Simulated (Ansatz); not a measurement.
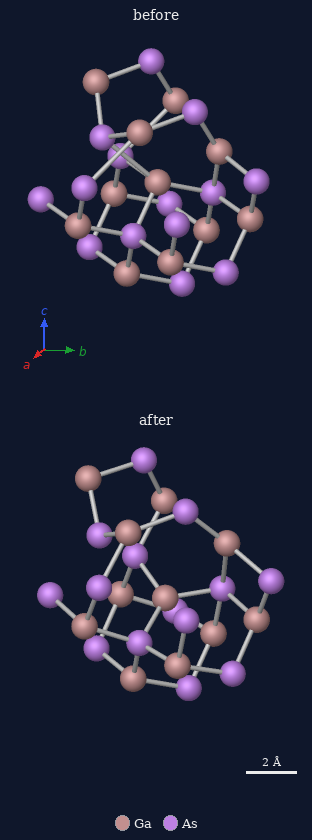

The structure of an interface cell of composition GaAs before (top) and after (bottom) a relaxation, at one scale.

The picture is a ball-and-stick view of the atoms within 5.0 Å of the atom that moves most (axes of the conventional cell (2 times the calculation's cell)), seen slightly off an axis. Lengths and directions refer to the drawn axes.

Case: symmetric tilt boundary Sigma 5 (2 1 0), mirror on a plane, shift [0.5, 0].

Computed with DFT PBE, scalar-relativistic, plane waves, PAW in Ansatz. Settings: plane-wave cutoff 420 eV; k-point mesh 6 × 6 × 2; occupations gaussian; smearing width 0.05 eV; no spin polarisation; cell relaxed at fixed a, b, alpha, beta, gamma; force threshold 0.02 eV/Å; at most 60 steps.

Q: What changed between the two?

A: The run was cut off at its time limit before the relaxation converged, so the last structure is only a point on the way. The energy falls by 2.486 eV per cell of the calculation in 6 geometry steps. The largest force component goes from 0.82 to 0.12 eV/Å. The pressure goes from 0.71 to 0.41 GPa. The largest moves relative to the cell, 0.76 Å, are those of Ga atoms. By element the largest moves are Ga 0.76 Å, As 0.59 Å. Cell: a unchanged at 5.745 Å, b unchanged at 12.847 Å, c 25.994 → 26.357 Å (+1.4 %). Volume +1.4 %. Near-neighbour distances that change, for instance: As–Ga 3.177 → 3.909 Å, As–Ga 3.177 → 2.567 Å, As–As 3.741 → 3.254 Å, As–Ga 2.606 → 3.048 Å. Bond angles that change, for instance: Ga–As–Ga 109.5° → 86.7°, As–Ga–As 109.5° → 131.6°, Ga–As–Ga 109.5° → 93.7°. The run took 31 min on 4 threads of Intel(R) Xeon(R) 6975P-C (Granite Rapids), on a shared host, peak memory 8.9 GiB.
